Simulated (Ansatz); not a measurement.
**A series of single points on CdO**

System: CdO (Fm-3m, 2 atoms in the cell).
Method: Kohn-Sham DFT of a periodic cell, PBE, spin-orbit coupling, Ansatz PAW, no spin polarisation (Ansatz 0.2.0).

The 7 runs differ only in the geometry, by an even scaling of the cell at fixed fractional positions. The structure derives from an entry of the Crystallography Open Database.

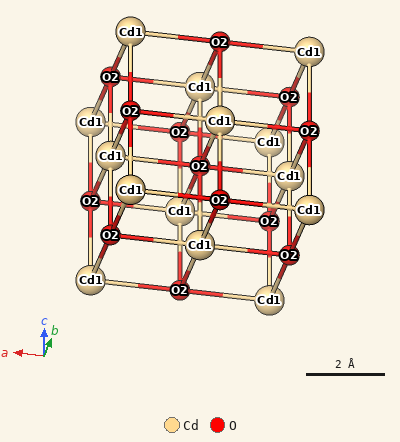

Figure 1. The structure of run 4 (ball-and-stick view of the cell 4 times as large as that of the calculation, set on its symmetry axes, seen at an oblique angle; atoms are numbered from 1 in the order of the input).

## Input of run 4
```yaml
crystal:
  lattice:
    - [0.0, 2.3495, 2.3495]
    - [2.3495, 0.0, 2.3495]
    - [2.3495, 2.3495, 0.0]
  atoms:
    - { symbol: Cd, position: [0.0, 0.0, 0.0] }
    - { symbol: O, position: [0.5, 0.5, 0.5] }
hamiltonian:
  xc: pbe
  pseudopotentials: { kind: paw_fr }
magnetization:
  noncollinear: true
  spin_orbit: true
kpoints:
  mp_grid: { grid: [10, 10, 10] }
scf:
  occupations: { method: fermi_dirac, width: 0.05 }
output:
  forces: true
  stress: true
  eigenvalues: true
```

Command:
```bash
ansatz run input.yaml --threads 2 --pin off --max-ram 5120MiB --backend cpu --events-out ev --progress --plain --runs-dir out
```

Run 3 differs from it as follows:
```diff
-    - [0.0, 2.3495, 2.3495]
-    - [2.3495, 0.0, 2.3495]
-    - [2.3495, 2.3495, 0.0]
+    - [0.0, 2.3337310685, 2.3337310685]
+    - [2.3337310685, 0.0, 2.3337310685]
+    - [2.3337310685, 2.3337310685, 0.0]
```

## Results, with one run withheld

| run | volume per atom (Å³) | free energy per atom, from the lowest run given (meV) | pressure (GPa) |
| --- | --- | --- | --- |
| 1 | 12.191 | 64.81 | 17.02 |
| 2 | 12.451 | 40.63 | 12.95 |
| 3 | 12.710 | ? | ? |
| 4 | 12.970 | 10.28 | 6.04 |
| 5 | 13.229 | 2.94 | 3.12 |
| 6 | 13.488 | 0.00 | 0.51 |
| 7 | 13.748 | 1.13 | −1.83 |

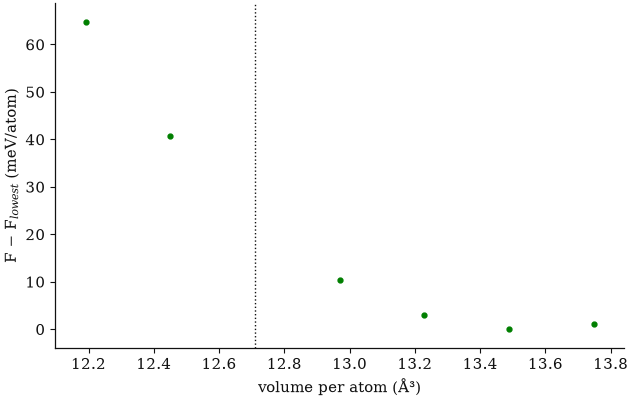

Figure 2. Free energy per atom of the runs given; the dotted line marks run 3.

What should run 3 give?

A cubic polynomial in V^(−2/3) (the Birch–Murnaghan form), fitted to the 6 runs given, misses them by at most 0.02 meV per atom. With x = V^(−2/3) − 0.18093 Å⁻², it reads F = 9.423 + 3878.3 x + 3.9877e+05 x² + 6.0457e+05 x³ (meV per atom). At run 3 it gives 22.71 meV per atom, and the run itself gives 22.66. The slope of the fit gives a pressure −dF/dV of 9.31 GPa there, and the run prints 9.30 GPa. The fit has its minimum at 13.542 Å³ per atom, where V d²F/dV² gives 127 GPa: the bulk modulus at this level, since symmetry fixes the shape and the positions.

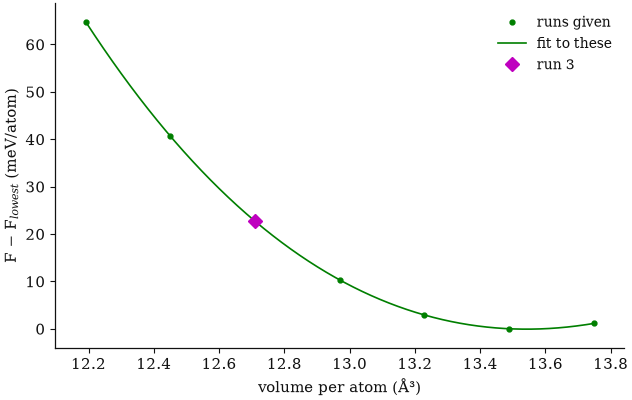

Figure 3. The fit and the withheld run.

## Output, shortened to warnings, some set-up lines, iterations and results (run 3)
```
Basis set: ecut = 420 eV, 531 PW (Γ), exchange–correlation on 48×48×48 points (8 copies of the dense FFT grid, shifted against one another)
Symmetry: 48 space group operations + 48 with time reversal
k-points: 47 of 1000
Initial density: superposition of atomic densities (chi_scale 0.1, normalization cell, long waves kept (reshape's long-wave potential 0.00 eV rms))
[...]
SCF iter   1: F=—  HF=-8824.517643 eV  |F-HF|=—  |Δ(HF+E_count)|=         —  Δρ=9.06e-2  dr2=1.52e0  dr2_m=0.00e0 (ungated)  ethr=3.10e-3  |M|=0.00e0 ∫|m|=0.00e0 μB  …
SCF iter   2: F=—  HF=-8824.090462 eV  |F-HF|=—  |Δ(HF+E_count)|=   4.27e-1  Δρ=3.18e-2  dr2=1.63e-1  dr2_m=0.00e0 (ungated)  ethr=3.10e-3  |M|=0.00e0 ∫|m|=0.00e0 μB  …
SCF iter   3: F=—  HF=-8824.072220 eV  |F-HF|=—  |Δ(HF+E_count)|=   1.82e-2  Δρ=1.85e-2  dr2=3.23e-2  dr2_m=0.00e0 (ungated)  ethr=6.26e-4  |M|=0.00e0 ∫|m|=0.00e0 μB  …
SCF iter   4: F=—  HF=-8824.078234 eV  |F-HF|=—  |Δ(HF+E_count)|=   6.01e-3  Δρ=7.25e-3  dr2=4.79e-3  dr2_m=0.00e0 (ungated)  ethr=1.24e-4  |M|=0.00e0 ∫|m|=0.00e0 μB  …
SCF iter   5: F=—  HF=-8824.080139 eV  |F-HF|=—  |Δ(HF+E_count)|=   1.90e-3  Δρ=3.14e-4  dr2=7.08e-6  dr2_m=0.00e0 (ungated)  ethr=1.84e-5  |M|=0.00e0 ∫|m|=0.00e0 μB  …
SCF iter   6: F=—  HF=-8824.080173 eV  |F-HF|=—  |Δ(HF+E_count)|=   3.37e-5  Δρ=7.21e-5  dr2=6.34e-7  dr2_m=0.00e0 (ungated)  ethr=2.72e-8  |M|=0.00e0 ∫|m|=0.00e0 μB  …
SCF iter   7: F=-8824.080173 eV  HF=-8824.080173 eV  |F-HF|=9.17e-10  |Δ(HF+E_count)|=   1.43e-7  Δρ=2.26e-6  dr2=4.36e-10  dr2_m=0.00e0 (ungated)  ethr=3.85e-10  |M|=0.00e0 …
SCF 1 converged in 7 iterations: F = -8824.080173 eV  dr2 = 4.36e-10
SCF converged after 7 iterations
Magnetization: |M| = 0.0000 μB,  M = (+0.0000, +0.0000, +0.0000) μB
Absolute magnetization: 0.0000 μB (∫|m|)
  site 0: m = (+0.0000, +0.0000, +0.0000) μB, |m| = 0.0000 μB  (R = 0.96 Å)
  site 1: m = (+0.0000, +0.0000, +0.0000) μB, |m| = 0.0000 μB  (R = 0.96 Å)
Free energy (F): -8824.080173 eV
Harris-Foulkes:  -8824.080173 eV  (|F-HF|=9.17e-10)
Internal energy: -8824.079647 eV  (E = F + TS)
E sigma→0 (E₀):  -8824.079910 eV
Entropy (-TS):   -0.000526 eV (-0.263 meV/atom)
Fermi energy:    13.275986 eV
--- Per-component energies (eV) ---
  E_band       = -343.062381
  E_kinetic    = 680.946127
  E_local      = -2997.330722  (includes V_loc(G=0)·N_el)
  E_nonlocal   = 82.105749
  E_hartree    = 1392.631423
  E_xc         = -250.668047
  E_vxc        = -316.063230  (∫ρ·V_xc dr)
  E_paw        = -4244.763100  (= ΣΔE_a)
  E_vpaw       = -577.985225  (= ΣTr[D̂ρ^β])
  E_aug_tail   = 0.002409  (compensation charges beyond the density's cutoff)
  E_ewald      = -3487.003486
  E_smearing   = -0.000526  (= −TS)
  E_closure    = -0.000000  (closes the sum)
  Σ components = -8824.080173   (vs F -8824.080173, Δ=0.00e0)
--- Forces (eV/Å), atoms counted from 1 ---
  atom   1  Cd    -0.00000000     0.00000000     0.00000000
  atom   2  O      0.00000000    -0.00000000    -0.00000000
  max |Σ_I F_I| component: 1.24e-29 eV/Å
--- Stress (GPa, compression-positive) ---
        9.302638       0.000000       0.000000
       -0.000000       9.302638       0.000000
        0.000000      -0.000000       9.302638
  P = ⅓ Tr σ = 9.3026 GPa (93.026 kbar)
```
